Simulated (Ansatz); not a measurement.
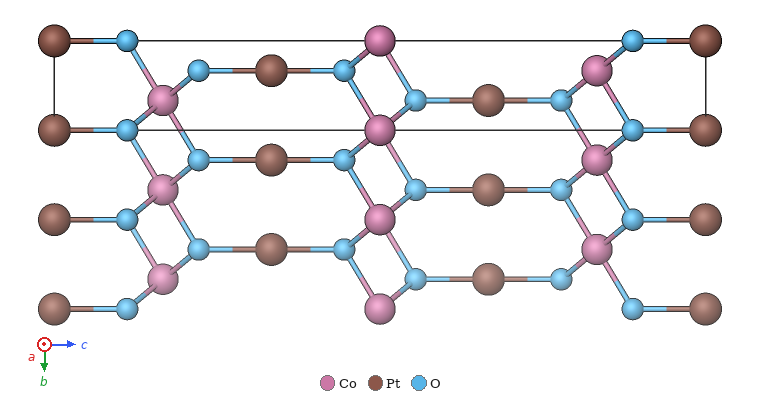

The picture looks along a close-packed row of the hexagonal mesh; c points to the right. Every atom sits on one of the three columns of the mesh; call them A, B, C in the order in which they first turn up. The sequence starts with the first layer at or above the cell's origin.

The compound is CoPtO₂, taken as the geometry relaxed at fixed volume with DFT PBE+U, scalar-relativistic, plane waves, PAW in Ansatz 0.2.0.

### Give the sequence of layers in one repeat, with element and column.

Pt(A) – O(A) – Co(B) – O(C) – Pt(C) – O(C) – Co(A) – O(B) – Pt(B) – O(B) – Co(C) – O(A) (twelve layers in 17.80 Å).

### How are the O layers alone stacked?

O layers alone: ACCBBA, a sequence in which some neighbouring layers lie directly above each other.

### Which positions between or in the O layers do the other atoms fill?

Co: three octahedral sites; Pt: three linear sites in each hexagonal cell.
